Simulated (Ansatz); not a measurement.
## Single-point calculation of SnH4

- system: SnH4 (molecule in a box, 5 atoms in the cell)
- method: DFT PBE+D3(BJ), scalar-relativistic, plane waves, PAW, no spin polarisation (Ansatz 0.2.0)

The structure derives from an entry of the Crystallography Open Database. It belongs to a series of runs on one base structure; here: molecule 1 of the crystal alone in a box. Figures and captions count atoms from 1; the log counts them from 0 in places.

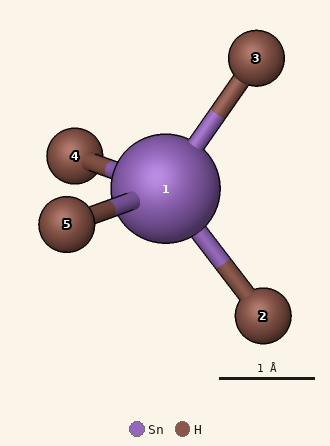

**Figure 1.** The structure (ball-and-stick view of the molecule without its box, seen at a tilt; atoms are numbered from 1 in the order of the input).

### Results in brief

```tsv
quantity	value
outcome	converged
electrons treated	18
free energy	−6086.4294 eV
Fermi energy	−4.162 eV
gap on the k-point mesh	6.88 eV
largest force (length of the vector)	0.040 eV/Å
hardware	2 threads of Arm Neoverse V1, 24 GiB of memory available, shared host
wall time	2.4 s (CPU time 4.6 s)
peak memory	0.76 GiB
```

### The input
```yaml
crystal:
  lattice:
    - [11.7, 0.0, 0.0]
    - [0.0, 11.2, 0.0]
    - [0.0, 0.0, 12.1]
  atoms:
    - { symbol: Sn, position: [0.5, 0.5002611609, 0.5] }
    - { symbol: H, position: [0.3857782238, 0.5889093919, 0.4652271912] }
    - { symbol: H, position: [0.6142217762, 0.5889093919, 0.5347728088] }
    - { symbol: H, position: [0.4648335968, 0.4110906081, 0.6105464577] }
    - { symbol: H, position: [0.5351664032, 0.4110906081, 0.3894535423] }
basis:
  ecutwfc: 420
kpoints:
  mp_grid: { grid: [1, 1, 1] }
hamiltonian:
  xc: pbe
  dispersion: d3bj
scf:
  occupations: { method: gaussian, width: 0.01 }
output:
  forces: true
  eigenvalues: true
```

Run as:
```bash
ansatz run input.yaml --threads 2 --pin off --max-ram 5120MiB --backend cpu --events-out ev --progress --plain --runs-dir out
```

### Output
```
Engine: ansatz 0.2.0, aarch64-unknown-linux-gnu
Pseudopotentials: kind: paw
Pseudopotential: Sn, paw, valence charge 14, recommended cutoff 420 eV (normal), Sn.paw.azcp
Pseudopotential: H, paw, valence charge 1, recommended cutoff 420 eV (normal), H.paw.azcp
Functional definition: PBE
  parameter kappa = 0.804
  parameter beta = 0.06672455060314922
  exchange = pbe_x(kappa = kappa, mu = beta*pi^2/3)
  correlation = pbe_c(beta = beta)
Crystal: 5 atoms, lattice volume = 1585.584 Å³
Basis set: ecut = 420 eV, 31027 PW (Γ), exchange–correlation on 160×150×162 points (8 copies of the dense FFT grid, shifted against one another)
Bands: 14, of which v1, the nominal top of the filled ones, is band 9 counted from 1 (8 counted from 0)
Symmetry: 2 space group operations
Space group: P2 (ITA 3), of the structure as read, at distance tolerance 1.2e-4 Å
k-points: 1
Non-local potential: Sn, projectors of the file, l = 0: 2, l = 1: 2, l = 2: 2, l = 3: 2
Non-local potential: H, projectors of the file, l = 0: 2, l = 1: 1
PAW form: soft (Blöchl's): semilocal exchange-correlation on the pseudo side does not see the compensation charge
PAW one-centre angular grid: Sn, 590 points (default); XC on 64 Gauss nodes
PAW one-centre angular grid: H, 110 points (default); XC on 64 Gauss nodes
Initial density: superposition of atomic densities (neutral atoms: chi_scale 0, normalization atom), corrected by the library's trained network
Initial wavefunctions: pseudopotential atomic-orbital guess
Functional: x = pbe(κ = 0.804, μ = 0.2195149727645171), c = pbe(β = 0.06672455060314922)
SCF iter   1: F=—  HF=-6086.422053 eV  |F-HF|=—  |Δ(HF+E_count)|=         —  Δρ=3.88e-4  dr2=3.27e-3  ethr=1.77e-3  ⟨swp⟩=9.0  Hψ=126  notcnv=0
preconditioner: auto → Resta (q_TF=auto, 1.293 Å⁻¹)  ε∞=1.1  [insulator: Δε(μ)=6.864 eV  Ē_g=8.831 eV  σ=0.010 eV  W_gap=1.00  n_scr=56 (ndim 8)  ℏωp=2.6 eV  f_vac=0.895  D(μ)=0.00/eV (n_scr^D=0)  ε∞_Penn≈1.1  vacuum switching on, ρ_ref=5.7e-3 e/Å³]
SCF iter   2: F=—  HF=-6086.427498 eV  |F-HF|=—  |Δ(HF+E_count)|=   5.44e-3  Δρ=1.49e-4  dr2=6.91e-4  ethr=1.82e-5  ⟨swp⟩=6.0  Hψ=44  notcnv=0  defer=1
SCF iter   3: F=—  HF=-6086.428673 eV  |F-HF|=—  |Δ(HF+E_count)|=   1.18e-3  Δρ=5.58e-5  dr2=6.53e-5  ethr=3.84e-6  ⟨swp⟩=3.0  Hψ=25  notcnv=0
automatic band count: iteration 3 solves 13 bands in place of 14: the levels show a gap, and the empty bands left out lie too high to hold charge; the band table lists the bands solved (type scf.n_extra_bands for more)
SCF iter   4: F=—  HF=-6086.429286 eV  |F-HF|=—  |Δ(HF+E_count)|=   6.13e-4  Δρ=1.90e-5  dr2=6.16e-6  ethr=3.63e-7  ⟨swp⟩=4.0  Hψ=31  notcnv=0
SCF iter   5: F=—  HF=-6086.429370 eV  |F-HF|=—  |Δ(HF+E_count)|=   8.43e-5  Δρ=5.01e-6  dr2=7.65e-7  ethr=3.42e-8  ⟨swp⟩=3.0  Hψ=22  notcnv=0
SCF iter   6: F=-6086.429374 eV  HF=-6086.429374 eV  |F-HF|=1.67e-7  |Δ(HF+E_count)|=   3.71e-6  Δρ=4.86e-7  dr2=2.68e-9  ethr=5.56e-10  ⟨swp⟩=12.0  Hψ=126  notcnv=0
SCF 1 converged in 6 iterations: F = -6086.429374 eV  dr2 = 2.68e-9
  greatest PAW one-centre occupation: 0.990 electrons in one spin orbital (limit 2), on the Sn atom at site 0 (counted from 0), in its partial waves of l = 2
```

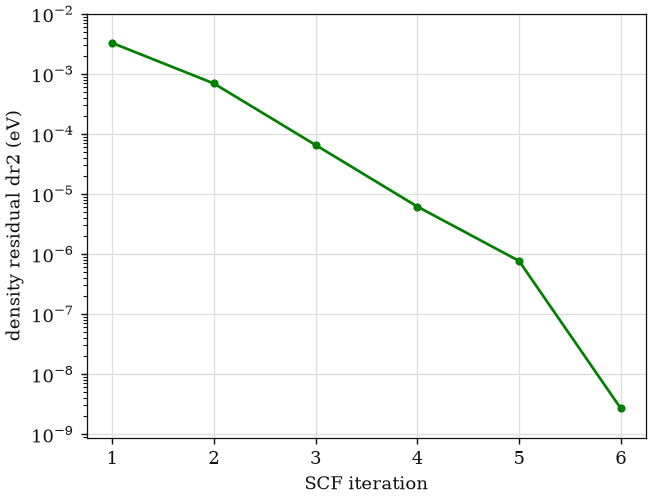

**Figure 2.** Convergence of the self-consistent field: density residual dr2 against the SCF iteration. The residual falls at every step.

```
SCF converged after 6 iterations
Free energy (F): -6086.429374 eV
Harris-Foulkes:  -6086.429374 eV  (|F-HF|=1.67e-7)
Internal energy: -6086.429374 eV  (E = F + TS)
E sigma→0 (E₀):  -6086.429374 eV
Fermi energy:    -4.161850 eV
--- Per-component energies (eV) ---
  E_band       = -323.888185
  E_kinetic    = 238.204369
  E_local      = -3324.008538  (includes V_loc(G=0)·N_el)
  E_nonlocal   = -25.284050
  E_hartree    = 1645.196238
  E_xc         = -414.834684
  E_vxc        = -137.897215  (∫ρ·V_xc dr)
  E_paw        = -4143.012750  (= ΣΔE_a)
  E_vpaw       = -365.291760  (= ΣTr[D̂ρ^β])
  E_aug_tail   = -0.004561  (compensation charges beyond the density's cutoff)
  E_ewald      = -62.631837
  E_disp       = -0.053562  (pairwise vdW)
  E_smearing   = -0.000000  (= −TS)
  E_closure    = 0.000000  (closes the sum)
  Σ components = -6086.429374   (vs F -6086.429374, Δ=0.00e0)
--- Forces (eV/Å), atoms counted from 1 ---
  atom   1  Sn     0.00000000    -0.04028493     0.00000000
  atom   2  H     -0.00708471    -0.00296159     0.00710661
  atom   3  H      0.00708471    -0.00296159    -0.00710661
  atom   4  H     -0.00548190     0.02310804    -0.01248813
  atom   5  H      0.00548190     0.02310804     0.01248813
  max |Σ_I F_I| component: 7.96e-6 eV/Å
--- Band table (eV) ---
  k-point 0: bands = ["-25.3467", "-25.3461", "-25.3460", "-25.2328", "-25.2308", "-12.5830", "-7.6317", "-7.6270", "-7.6001", "-0.7236", "0.0389", "0.0401", "0.0698"]
```
